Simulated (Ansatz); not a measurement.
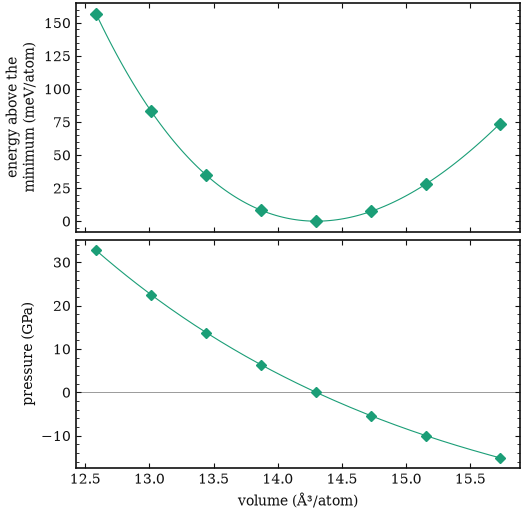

The plot gives the computed energy above the minimum and pressure against volume for TaSi₂, space group P6_422 (No. 181).

The given structure:
```cif
data_structure
_symmetry_space_group_name_H-M 'P 1'
_symmetry_Int_Tables_number 1
_cell_length_a 4.7610
_cell_length_b 4.7610
_cell_length_c 6.5561
_cell_angle_alpha 90.000
_cell_angle_beta 90.000
_cell_angle_gamma 120.000
_cell_volume 128.70
loop_
_atom_site_label
_atom_site_type_symbol
_atom_site_fract_x
_atom_site_fract_y
_atom_site_fract_z
_atom_site_occupancy
Ta1 Ta 0.50000 0.00000 0.00000 1
Ta2 Ta 0.50000 0.50000 0.66667 1
Ta3 Ta 0.00000 0.50000 0.33333 1
Si1 Si 0.15928 0.31857 0.00000 1
Si2 Si 0.84072 0.15928 0.66667 1
Si3 Si 0.68143 0.84072 0.33333 1
Si4 Si 0.84072 0.68143 0.00000 1
Si5 Si 0.15928 0.84072 0.66667 1
Si6 Si 0.31857 0.15928 0.33333 1
```

How it was computed, with Ansatz 0.2.0: third-order Birch-Murnaghan fit to density functional energies at scaled volumes of the given relaxed cell, shape and atoms relaxed at each volume; energies count from the fitted minimum; plane waves with PAW datasets, Γ-centred k mesh. Level: PBEsol, no spin polarisation.

- wave cutoff: 420 eV
- k mesh: 12×12×6
- occupations: Gaussian
- smearing width: 0.1 eV

Q: Give the fitted equation-of-state parameters.

A: A third-order Birch–Murnaghan fit gives V0 = 14.30 Å³/atom, B0 = 195 GPa and B′ = 4.3.

Q: What does the pressure do across the range?

A: It falls from 32.76 GPa at volume 12.584 Å³/atom to −15.10 GPa at 15.730 Å³/atom, and changes sign near 14.30 Å³/atom.

Q: Is there a gap?

A: No, the levels on the k mesh show a metal at every point.
